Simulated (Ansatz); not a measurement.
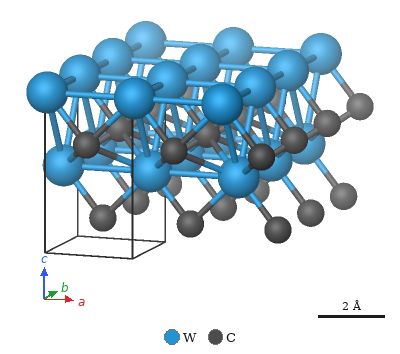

This is the input geometry for a relaxation of a crystal of WC (set up in P1). Style: ball-and-stick. Shown: the cell of the calculation, repeated 3 × 3 × 1 with one cell outlined, slightly off an axis.

Case: all C atoms moved 0.2 Å in one direction; relaxed back.

Level of theory: DFT PBE, scalar-relativistic, plane waves, PAW (Ansatz 0.2.0).

The input:
```yaml
crystal:
  lattice:
    - [0.0, 0.0, 2.8470758828]
    - [2.9217716515, 0.0, 0.0]
    - [0.0, 5.0606569486, 0.0]
  atoms:
    - { symbol: W, position: [0.023416341, 0.5076887908, 0.4859567187] }
    - { symbol: W, position: [0.023416341, 0.0076887908, -0.0140432813] }
    - { symbol: C, position: [0.476583659, 0.4923112092, 0.180709948] }
    - { symbol: C, position: [0.476583659, -0.0076887908, 0.680709948] }
basis:
  ecutwfc: 420
kpoints:
  mp_grid: { grid: [12, 12, 8] }
hamiltonian:
  xc: pbe
scf:
  occupations: { method: gaussian, width: 0.15 }
output:
  forces: true
  stress: true
  eigenvalues: true
relax:
  adjacent_minimum: "off"
  f_tol: 0.01
  max_steps: 80
```

Launched with:
```bash
ansatz run input.yaml --threads 2 --pin off --max-ram 5120MiB --backend cpu --events-out ev --progress --plain --runs-dir out
```

**What does the optimiser find from here?**

The largest moves, 0.100 Å, are those of W1, W2, C3 and C4. W1 goes along [−3 −1 2]. Largest moves by element: W 0.100 Å, C 0.100 Å. The cell stays as it was. Near-neighbour distances that change, for instance: W1–C3 2.013 → 2.207 Å, W1–C4 2.380 → 2.208 Å, W1–C4 (another image) 2.324 → 2.207 Å, W1–C4 (another image) 2.154 → 2.207 Å. Bond angles that change, for instance: W1–C4–W1 128.2° → 135.1°, W1–C4–W1 76.8° → 82.9°, W1–C4–W2 89.0° → 82.9°. The space group (tolerance 0.01 Å) goes from P1 (No. 1) to P-6m2 (No. 187). The energy falls by 0.607 eV per cell of the calculation in 2 accepted moves (3 points after the start). The largest force component goes from 2.4 to 0.0041 eV/Å. 1 step only repeated the SCF at the same geometry. Cost: 86 s on 2 threads of Arm Neoverse V2, on a shared host, peak memory 0.78 GiB.

Step by step:

```tsv
step	E − E(0), meV/atom	largest force component, eV/Å	note
0	0.00	2.4325	
1	-127.48	0.9118	
2	-151.83	0.0041	
3	-151.83	0.0041	same geometry, SCF repeated
```

After the run, drawn alike:

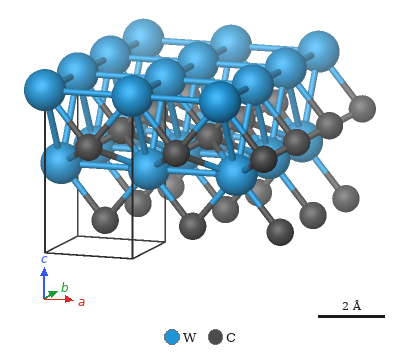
